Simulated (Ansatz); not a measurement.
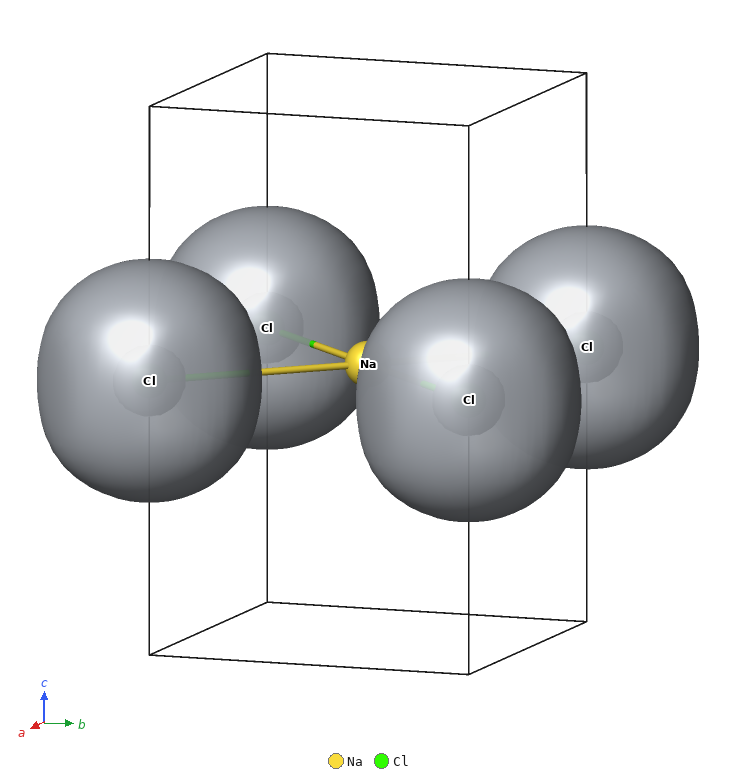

Figure. NaCl. Isosurface of the ELF at 0.7 (grey), seen slightly off an axis. Core shells and regions of very low density are left out. Sticks mark near contacts.

Space group P4/mmm; a structure generated by program, which may or may not match a known phase.

The calculation used DFT PBE, scalar-relativistic, plane waves, PAW in Ansatz.

Core electrons are frozen (PAW), and the valence fields are smoothed inside the atomic spheres.

Input

```
crystal:
  lattice:
    - [3.8526632531, 0.0, 0.0]
    - [0.0, 3.8526632531, 0.0]
    - [0.0, 0.0, 6.2996541086]
  atoms:
    - { symbol: Na, position: [0.5, 0.5, 0.5] }
    - { symbol: Cl, position: [0.0, 0.0, 0.5] }
basis:
  ecutwfc: 420
kpoints:
  mp_grid: { grid: [6, 6, 4] }
hamiltonian:
  xc: pbe
scf:
  occupations: { method: gaussian, width: 0.02 }
output:
  forces: true
  stress: true
  eigenvalues: true
  write_density: true
  write_potential: true
  elf: true
  volumetric_format: npy
relax:
  adjacent_minimum: "off"
  f_tol: 0.01
  max_steps: 80
  cell: { stress_tol: 0.05 }
```

Command:

```sh
ansatz run input.yaml --threads 1 --pin off --max-ram 2048MiB --backend cpu --events-out ev --progress --plain --runs-dir out
```

Below, planes, directions and counts refer to the conventional cell (a = 3.85 Å, b = 3.85 Å, c = 6.30 Å, α = 90.00°, β = 90.00°, γ = 90.00°).

The fields are those of the relaxed geometry.

**Describe the localisation domains.**

At this value the surface marks out one region wrapped around Cl (its valence shell), counted in one cell of 2 atoms. Any copies at cell faces, edges or corners count once. Profiles from the grid: Na–Cl (2.72 Å): the ELF peaks at about 0.85 in the valence shell of Cl, 0.8 Å from its nucleus, and falls to about 0 next to Na: an ionic contact with no shared pair.

**Does the calculation make it a metal, or give it a gap?**

It is gapped, with a Kohn–Sham gap of 4.6 eV on the k-point mesh, an upper bound to the gap of this method.
